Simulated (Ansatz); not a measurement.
**CoSi2: geometry relaxation (part 2 of 3)**

The same run, continued: CoSi2 (21 atoms in the cell); DFT PBE, scalar-relativistic, plane waves, PAW, no spin polarisation (Ansatz 0.2.0); cutoff 420 eV, 1×1×14 k-mesh, Gaussian smearing of 0.05 eV. The structure derives from an entry of the Crystallography Open Database. It belongs to a series of runs on one base structure; here: wire along [1 1 0], 21 atoms a period.

Geometry of the input (Å; fractional positions):
```
16.6000  0.0000  0.0000
0.0000  17.3000  0.0000
0.0000  0.0000  3.7900
Co 0.5000  0.5000  0.0000
Si 0.6142  0.5775  0.0000
Si 0.6142  0.2676  0.0000
Si 0.5000  0.5775  0.5000
Si 0.5000  0.2676  0.5000
Co 0.3858  0.6549  0.5000
Co 0.3858  0.3451  0.5000
Si 0.5000  0.7324  0.5000
Si 0.5000  0.4225  0.5000
Si 0.6142  0.4225  0.0000
Co 0.6142  0.6549  0.5000
Co 0.6142  0.3451  0.5000
Si 0.2717  0.4225  0.5000
Si 0.7283  0.4225  0.5000
Si 0.3858  0.4225  1.0000
Co 0.2717  0.5000  1.0000
Co 0.7283  0.5000  0.0000
Si 0.3858  0.5775  1.0000
Si 0.3858  0.2676  1.0000
Si 0.2717  0.5775  0.5000
Si 0.7283  0.5775  0.5000
```

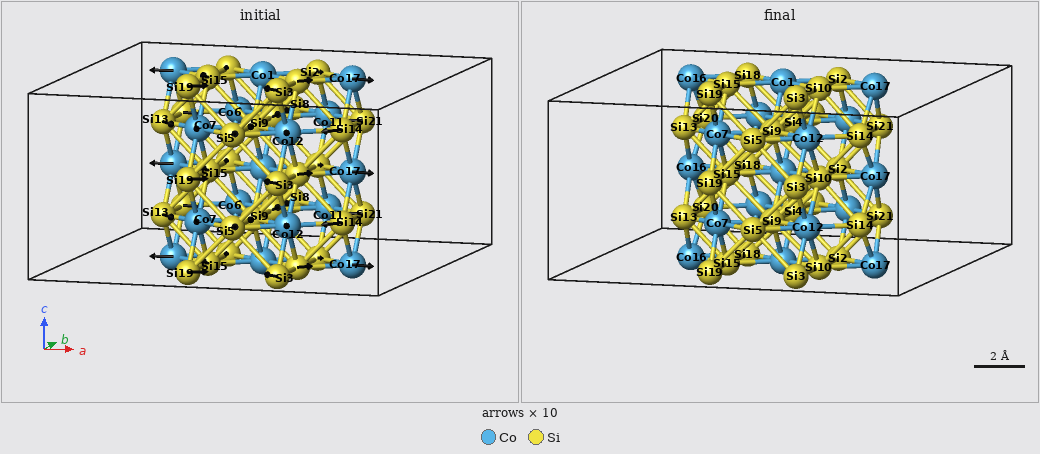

**Figure 1.** Before (left) and after (right) the relaxation, at one scale (ball-and-stick view of the 2 repeat of the cell, with the vacuum cut short, seen slightly off an axis). The black arrows give the displacements (without the part carried along by the change of the cell), magnified 10 times. Over 8 geometry steps the energy falls by 33.5 meV per atom. Largest force component: 1.3 eV/Å at the start, 0.018 eV/Å at the end. The line search rejected the trial steps at points 3, 7 (counted from 0) and went back. The atom that moves furthest relative to the cell is Si8 (0.11 Å). By element the largest moves are Si 0.11 Å, Co 0.10 Å. Along the periodic axis the drawn cell goes c 7.580 → 7.282 Å (−3.9 %). Among the contacts that change: Si4–Si8 2.680 → 2.476 Å, Si4–Si9 2.680 → 2.822 Å, Si10–Si14 2.680 → 2.549 Å, Si5–Si9 2.680 → 2.570 Å. Among the angles that change: Si13–Co16–Si20 180.0° → 171.0°, Co11–Si21–Co17 109.5° → 115.2°, Si13–Co16–Si13 109.5° → 104.6°. A last SCF at the same geometry on a re-selected plane-wave basis shifts the energy by +0.2 meV per atom. (Atoms are counted from 1 in the order of the input.)

```
basis re-selected at this cell: Δ(F+E_penalty+E_count) = +3.307e-3 eV, ΔP = -0.003 GPa vs the last step (what re-selecting the basis moved, of the pressure what is left beyond the Pulay correction that the steps carried, after the strain that the cell walked since its last selection, with what the two solves' SCF thresholds leave and, on support functions, any second-order correction that the steps lacked; it is no measure of the basis error at this ecutwfc). The dense FFT grid was sized anew with the basis: this SCF ran on 120×120×25 points, the steps before it on 120×120×27, so part of this shift can come from that change (see relax.cell in the input reference). This SCF's stress stands 2.11e-4 GPa from its target on what of the cell is left free (relax.cell.stress_tol is 3.00e-2 GPa) and its largest allowed force component is 1.80e-2 eV/Å (relax.f_tol is 2.00e-2 eV/Å): within both
WARN: The output density's exchange-correlation potential varies sharply where the density is thin. Do not read a vacuum level from v_tot or v_xc, or from such a field of the output density. On a cell that repeats whose density bears no net charge and no dipole along the vacuum's axis use v_es (v_loc + v_h of the components); under efield.dipole_correction with no amplitude use v_es + v_field, which holds any external_charges[].barrier, or the levels of the report's work_function block, which leave it out; under a non-zero efield.amplitude the vacuum is tilted and has no level; on a cell that repeats and bears such a dipole with no correction it is tilted too, and efield.dipole_correction with no amplitude gives each side of its ramp a level where efield: is served; in a cell that repeats whose density bears a net charge (total_charge, or a fill off its count) it is curved and has none; of a slab under crystal.periodic whose density bears no net charge use v_es, which has a level on each side, short of where the two are joined; of another it falls or rises all the way out and has none; of a slab beside external_charges read slab_vacuum_level instead, which it has where they leave it neutral. The grid or the basis barely resolves most such structure, and the values can differ between equally converged runs; as a rule a tighter scf.convergence.dr2_threshold does not remove it. Where the density itself ripples (under the LDA too) a higher basis.ecutwfc lessens it. The files hold the spikes' plane waves up to the density's cutoff. Files: v_tot_of_output_density and the like, and their columns of v_z.tsv (output.write_potential); v_xc_of_output_density and the like, and their columns of v_comp_z.tsv (output.write_potential_components). Measured: with its Gaussian average of σ = 0.25 Å subtracted twice, the exchange-correlation potential is over 0.1 eV at 9401 of the grid points where the equally averaged density (valence and model cores) is under 1e-3 e/Å³, and 1.24 eV at the most among them, at an averaged density of 4.2e-5 e/Å³. The input density's (outcome.potential() and, of a run that writes arrays, v_tot and v_xc) is over 0.1 eV, so measured, at 9383 points of its own thin density, 1.24 eV at the most. See output.write_potential in the manual, Limitations
SCF converged after 12 iterations
Free energy (F): -44780.921512 eV
Harris-Foulkes:  -44780.921512 eV  (|F-HF|=1.53e-10)
Internal energy: -44780.912167 eV  (E = F + TS)
E sigma→0 (E₀):  -44780.916840 eV
Entropy (-TS):   -0.009345 eV (-0.445 meV/atom)
Fermi energy:    -0.140627 eV
--- Per-component energies (eV) ---
  E_band       = -4228.079743
  E_kinetic    = 3791.705301
  E_local      = -112658.208855  (includes V_loc(G=0)·N_el)
  E_nonlocal   = 3537.887363
  E_hartree    = 53345.163094
  E_xc         = -1895.985144
  E_vxc        = -2104.235577  (∫ρ·V_xc dr)
  E_paw        = -17796.958185  (= ΣΔE_a)
  E_vpaw       = -3485.555662  (= ΣTr[D̂ρ^β])
  E_aug_tail   = 0.000731  (compensation charges beyond the density's cutoff)
  E_ewald      = 26895.483527
  E_smearing   = -0.009345  (= −TS)
  E_closure    = 0.000000  (closes the sum)
  Σ components = -44780.921512   (vs F -44780.921512, Δ=0.00e0)
--- Forces (eV/Å), atoms counted from 1 ---
  atom   1  Co     0.00000000     0.01802867     0.00000000
  atom   2  Si     0.00942157     0.00339533     0.00000000
  atom   3  Si    -0.00127091    -0.00024274    -0.00000000
  atom   4  Si     0.00000000     0.01342158     0.00000000
  atom   5  Si     0.00000000    -0.00163614     0.00000000
  atom   6  Co     0.01224564    -0.01285882     0.00000000
  atom   7  Co     0.00361732    -0.00308159     0.00000000
  atom   8  Si    -0.00000000     0.00041029    -0.00000000
  atom   9  Si     0.00000000    -0.01777055    -0.00000000
  atom  10  Si     0.00601492    -0.00410196     0.00000000
  atom  11  Co    -0.01224564    -0.01285882    -0.00000000
  atom  12  Co    -0.00361732    -0.00308159    -0.00000000
  atom  13  Si    -0.00170643     0.00414180    -0.00000000
  atom  14  Si     0.00170643     0.00414180     0.00000000
  atom  15  Si    -0.00601492    -0.00410196    -0.00000000
  atom  16  Co     0.00826424     0.00512222     0.00000000
  atom  17  Co    -0.00826424     0.00512222    -0.00000000
  atom  18  Si    -0.00942157     0.00339533    -0.00000000
  atom  19  Si     0.00127091    -0.00024274     0.00000000
  atom  20  Si    -0.00526364     0.00140045    -0.00000000
  atom  21  Si     0.00526364     0.00140045     0.00000000
  max |Σ_I F_I| component: 3.23e-6 eV/Å
--- Stress (GPa, compression-positive) ---
       -0.001892      -0.000000      -0.000000
       -0.000000       0.002468      -0.000000
       -0.000000      -0.000000       0.000211
  P = ⅓ Tr σ = 0.0003 GPa (0.003 kbar)
--- Band table (eV; the first three rows and the last of 8) ---
  k-point 0: bands = ["-95.0832", "-95.0482", "-95.0482", "-94.7653", "-94.7653", "-94.7216", "-94.7216", "-58.4352", "-58.4166", "-58.4165", "-58.4091", "-58.4035", "-58.4031", "-58.3279", "-58.2856", "-58.2853", "-58.2057", "-58.2052", "-58.1627", "-58.1627", "-58.0956", "-58.0956", "-58.0119", "-58.0119", "-57.9672", "-57.9668", "-57.9600", "-57.9600", "-12.7726", "-11.7470", "-11.6058", "-10.3139", "-10.2394", "-9.8184", "-8.5184", "-8.4804", "-7.7317", "-7.4700", "-6.6460", "-6.1648", "-5.7807", "-5.3754", "-4.9435", "-4.3273", "-4.1038", "-3.9694", "-3.7907", "-3.7817", "-3.7709", "-3.7047", "-3.4838", "-3.4023", "-3.3600", "-3.0518", "-3.0505", "-2.9262", "-2.7714", "-2.6711", "-2.6555", "-2.6405", "-2.6071", "-2.3525", "-2.3015", "-2.2743", "-2.1018", "-2.0526", "-1.9970", "-1.8809", "-1.7604", "-1.7526", "-1.7113", "-1.7053", "-1.6871", "-1.6525", "-1.6034", "-1.5127", "-1.3280", "-1.0599", "-1.0350", "-1.0016", "-0.9302", "-0.7359", "-0.4792", "-0.4576", "-0.3456", "-0.2150", "0.1472", "0.4988", "0.5820", "0.8601", "1.0706", "1.2286", "1.3923", "1.7683", "1.8855", "1.9928", "2.0702", "2.4822", "2.5382", "2.6481", "2.6713", "2.7126", "3.2920", "3.3297", "3.7212", "3.8152", "3.8848", "4.0399", "4.0425"]
  k-point 1: bands = ["-95.0832", "-95.0482", "-95.0482", "-94.7653", "-94.7653", "-94.7216", "-94.7216", "-58.4352", "-58.4167", "-58.4166", "-58.4091", "-58.4035", "-58.4031", "-58.3280", "-58.2856", "-58.2853", "-58.2056", "-58.2052", "-58.1628", "-58.1628", "-58.0956", "-58.0956", "-58.0119", "-58.0119", "-57.9672", "-57.9668", "-57.9601", "-57.9601", "-12.7177", "-11.6933", "-11.5537", "-10.2642", "-10.1865", "-9.7679", "-8.4819", "-8.4342", "-7.6986", "-7.4431", "-6.6587", "-6.1435", "-5.7917", "-5.3644", "-4.9049", "-4.4434", "-4.1836", "-4.1074", "-4.0032", "-3.9279", "-3.6924", "-3.6124", "-3.5984", "-3.4565", "-3.3723", "-3.0777", "-3.0108", "-2.9577", "-2.7752", "-2.7287", "-2.6531", "-2.5607", "-2.5130", "-2.4716", "-2.3234", "-2.1711", "-2.1586", "-2.0630", "-2.0584", "-1.8726", "-1.8298", "-1.7569", "-1.6865", "-1.6788", "-1.6785", "-1.6433", "-1.5846", "-1.4670", "-1.3036", "-1.2269", "-1.0690", "-1.0636", "-0.8139", "-0.7930", "-0.4970", "-0.4689", "-0.3196", "-0.2136", "-0.0385", "0.3845", "0.4786", "0.5969", "1.0289", "1.1835", "1.3136", "1.5003", "1.9239", "2.1611", "2.2941", "2.3034", "2.4235", "2.5168", "2.8116", "2.9052", "3.2223", "3.4755", "3.6252", "3.7159", "3.8546", "4.0567", "4.1762"]
  k-point 2: bands = ["-95.0832", "-95.0482", "-95.0482", "-94.7653", "-94.7653", "-94.7216", "-94.7216", "-58.4352", "-58.4170", "-58.4169", "-58.4091", "-58.4035", "-58.4030", "-58.3283", "-58.2856", "-58.2853", "-58.2056", "-58.2052", "-58.1631", "-58.1631", "-58.0956", "-58.0956", "-58.0119", "-58.0119", "-57.9672", "-57.9668", "-57.9604", "-57.9603", "-12.5536", "-11.5328", "-11.3984", "-10.1170", "-10.0289", "-9.6175", "-8.3757", "-8.2990", "-7.6081", "-7.3807", "-6.7419", "-6.0924", "-5.8886", "-5.3217", "-4.8172", "-4.7871", "-4.5755", "-4.5589", "-4.0657", "-4.0396", "-3.8669", "-3.7957", "-3.5595", "-3.4245", "-3.2900", "-3.2428", "-3.0573", "-2.8941", "-2.8387", "-2.7568", "-2.7069", "-2.5934", "-2.5421", "-2.3963", "-2.3390", "-2.2967", "-2.0841", "-2.0620", "-2.0355", "-1.8806", "-1.8391", "-1.8083", "-1.7394", "-1.7020", "-1.6265", "-1.6173", "-1.5300", "-1.4513", "-1.4181", "-1.3316", "-1.1169", "-1.1031", "-0.8658", "-0.7149", "-0.5207", "-0.5017", "-0.4700", "-0.4316", "-0.1085", "0.0832", "0.1974", "0.5150", "0.5632", "0.9941", "1.2596", "1.4480", "1.6158", "1.7764", "2.0359", "2.3941", "2.4610", "2.5555", "2.6662", "3.0064", "3.0477", "3.6155", "3.7876", "3.8210", "4.0376", "4.0498", "4.1984"]
  k-point 7: bands = ["-95.0832", "-95.0482", "-95.0482", "-94.7652", "-94.7652", "-94.7216", "-94.7215", "-58.4350", "-58.4188", "-58.4188", "-58.4090", "-58.4033", "-58.4029", "-58.3301", "-58.2854", "-58.2851", "-58.2055", "-58.2051", "-58.1649", "-58.1649", "-58.0954", "-58.0954", "-58.0118", "-58.0118", "-57.9671", "-57.9666", "-57.9618", "-57.9618", "-10.2408", "-10.2100", "-9.5076", "-9.4877", "-9.0327", "-8.8439", "-8.4226", "-8.0561", "-7.6974", "-7.6416", "-7.6335", "-7.0675", "-6.7910", "-6.4135", "-6.3224", "-5.6574", "-5.1520", "-4.9236", "-4.6367", "-4.2560", "-4.0726", "-4.0351", "-4.0349", "-3.4823", "-3.4794", "-3.1966", "-3.0871", "-3.0646", "-2.8297", "-2.6190", "-2.5483", "-2.5246", "-2.4971", "-2.4240", "-2.3561", "-2.3370", "-2.0672", "-2.0281", "-1.9575", "-1.9570", "-1.9545", "-1.7996", "-1.7992", "-1.7975", "-1.7837", "-1.6184", "-1.5494", "-1.5054", "-1.5044", "-1.4307", "-1.3097", "-1.2532", "-1.1378", "-1.1166", "-1.0320", "-0.9978", "-0.7961", "-0.7481", "-0.5826", "-0.5780", "-0.5127", "-0.3497", "-0.1455", "0.2143", "0.2619", "0.7971", "0.8158", "0.9093", "1.2785", "1.4762", "1.4953", "1.7816", "2.1764", "2.2665", "2.4761", "2.5980", "3.3065", "3.7750", "3.8960", "3.9262", "3.9693"]
--- Relaxed structure (9 steps of the walk, 7 accepted, 1 SCFs on fresh bases) ---
  F+E_penalty+E_count = -44780.92151192 eV   max|allowed force component| = 1.803e-2 eV/Å   (the final SCF, on the basis selected at the relaxed cell)
  cell:  # Å, volume = 1045.6469 Å³
    - [16.6, -2.505820648731398e-126, 2.3944565246061112e-80]
    - [-2.611487784521276e-126, 17.3, 4.0028141916054726e-127]
    - [5.466835532898658e-81, 8.769129188300995e-128, 3.641085398567207]
  atoms:
    - { symbol: Co, position: [0.5, 0.5006841598690221, 2.218714121514559e-33] }
    - { symbol: Si, position: [0.6155619763188294, 0.5780719624157266, -3.4182490613005867e-19] }
    - { symbol: Si, position: [0.6097210856830072, 0.2705162945801804, 1.0783121387631493e-18] }
    - { symbol: Si, position: [0.5, 0.5825909655222099, 0.5] }
    - { symbol: Si, position: [0.5, 0.2709605595817144, 0.5] }
    - { symbol: Co, position: [0.38617629173665746, 0.6562066454922627, 0.5] }
    - { symbol: Co, position: [0.38569905593133064, 0.3430155571707628, 0.5] }
    - { symbol: Si, position: [0.5, 0.7257405272757643, 0.5] }
    - { symbol: Si, position: [0.5, 0.4194875508511233, 0.5] }
    - { symbol: Si, position: [0.6170462059564825, 0.42591583088570917, -7.026961538524922e-19] }
    - { symbol: Co, position: [0.6138237082633424, 0.6562066454922627, 0.5] }
    - { symbol: Co, position: [0.6143009440686694, 0.3430155571707628, 0.5] }
    - { symbol: Si, position: [0.2757559552680857, 0.41822430585353443, 0.5] }
    - { symbol: Si, position: [0.7242440447319143, 0.41822430585353443, 0.5] }
    - { symbol: Si, position: [0.38295379404351754, 0.42591583088570917, 1.0] }
    - { symbol: Co, position: [0.2657536667144756, 0.4990169066345802, 1.0] }
    - { symbol: Co, position: [0.7342463332855245, 0.4990169066345802, -1.4428162751763851e-18] }
    - { symbol: Si, position: [0.38443802368117064, 0.5780719624157266, 1.0] }
    - { symbol: Si, position: [0.39027891431699296, 0.2705162945801804, 1.0] }
    - { symbol: Si, position: [0.2772879462137094, 0.5769374422173259, 0.5] }
    - { symbol: Si, position: [0.7227120537862907, 0.5769374422173259, 0.5] }
--- Löwdin populations: 21 sites ---
  site symbol       q [e]
     0     Co     16.7078
     1     Si      3.9276
     2     Si      4.0121
     3     Si      3.8843
     4     Si      3.9401
     5     Co     16.6246
     6     Co     16.6787
     7     Si      4.2160
     8     Si      3.8884
     9     Si      3.9051
    10     Co     16.6246
    11     Co     16.6787
    12     Si      4.0874
    13     Si      4.0874
    14     Si      3.9051
    15     Co     16.6510
    16     Co     16.6510
    17     Si      3.9276
    18     Si      4.0121
    19     Si      4.0993
    20     Si      4.0993
  spilling = 0.013667 (of n_electrons = 175.000000)
```

### File populations.tsv
```
# site	symbol	l	j	q
# orbitals = lowdin
# n_electrons = 175.000000
# spilling = 0.013667
0	Co	0_3S	-	1.962039
0	Co	0_4S	-	0.593110
0	Co	1_3P	-	5.992796
0	Co	2_3D	-	8.159815
1	Si	0_3S	-	1.226317
1	Si	1_3P	-	2.701267
2	Si	0_3S	-	1.535514
2	Si	1_3P	-	2.476587
3	Si	0_3S	-	1.225375
3	Si	1_3P	-	2.658945
4	Si	0_3S	-	1.285617
4	Si	1_3P	-	2.654466
5	Co	0_3S	-	1.974241
5	Co	0_4S	-	0.553297
5	Co	1_3P	-	5.989421
5	Co	2_3D	-	8.107659
6	Co	0_3S	-	1.961141
6	Co	0_4S	-	0.574115
6	Co	1_3P	-	5.990470
6	Co	2_3D	-	8.152985
7	Si	0_3S	-	1.653926
7	Si	1_3P	-	2.562064
8	Si	0_3S	-	1.236236
8	Si	1_3P	-	2.652147
9	Si	0_3S	-	1.199708
9	Si	1_3P	-	2.705426
10	Co	0_3S	-	1.974241
10	Co	0_4S	-	0.553297
10	Co	1_3P	-	5.989421
10	Co	2_3D	-	8.107659
11	Co	0_3S	-	1.961141
11	Co	0_4S	-	0.574115
11	Co	1_3P	-	5.990470
11	Co	2_3D	-	8.152985
12	Si	0_3S	-	1.483725
12	Si	1_3P	-	2.603678
13	Si	0_3S	-	1.483725
13	Si	1_3P	-	2.603678
14	Si	0_3S	-	1.199708
14	Si	1_3P	-	2.705426
15	Co	0_3S	-	1.971490
15	Co	0_4S	-	0.551971
15	Co	1_3P	-	5.989395
15	Co	2_3D	-	8.138163
16	Co	0_3S	-	1.971490
16	Co	0_4S	-	0.551971
16	Co	1_3P	-	5.989395
16	Co	2_3D	-	8.138163
17	Si	0_3S	-	1.226317
17	Si	1_3P	-	2.701267
18	Si	0_3S	-	1.535514
18	Si	1_3P	-	2.476587
19	Si	0_3S	-	1.480133
19	Si	1_3P	-	2.619209
20	Si	0_3S	-	1.480133
20	Si	1_3P	-	2.619209
```
